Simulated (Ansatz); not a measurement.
Se (P3_121, No. 152): coordinates from a relaxation at fixed volume with DFT PBE, spin-orbit coupling, plane waves, PAW (Ansatz).

```yaml
crystal:
  lattice:
    - [4.49551, 0.00000, 0.00000]
    - [-2.24776, 3.89323, 0.00000]
    - [0.00000, 0.00000, 5.05941]
  atoms:
    - { symbol: Se, position: [0.22022, 0.00000, 0.83333] }
    - { symbol: Se, position: [0.00000, 0.22022, 0.16667] }
    - { symbol: Se, position: [0.77978, 0.77978, 0.50000] }
```

Question: What will a HAADF-like image along [101] show? The image is simulated as a sum over atoms of Z^1.7, blurred by a 0.59 Å probe (no channelling). The display is stretched by a gamma of 0.65; percentages refer to the linear signal. Shot noise was added.

Answer: The columns repeat on an oblique net of 3.36 × 4.24 Å with an angle of 113° (plane group p1). All columns are alike (Se). The shortest distance between visible columns is 0.86 Å in projection. Along the beam the structure repeats every 6.77 Å.

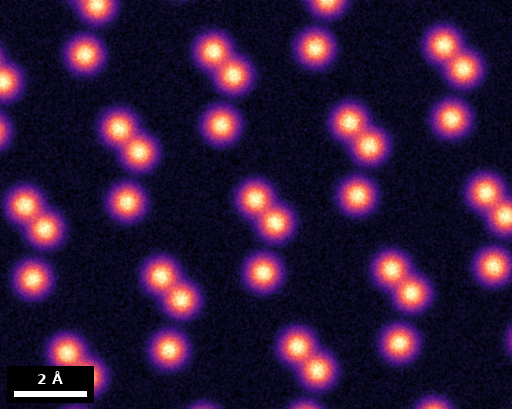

The simulated image.
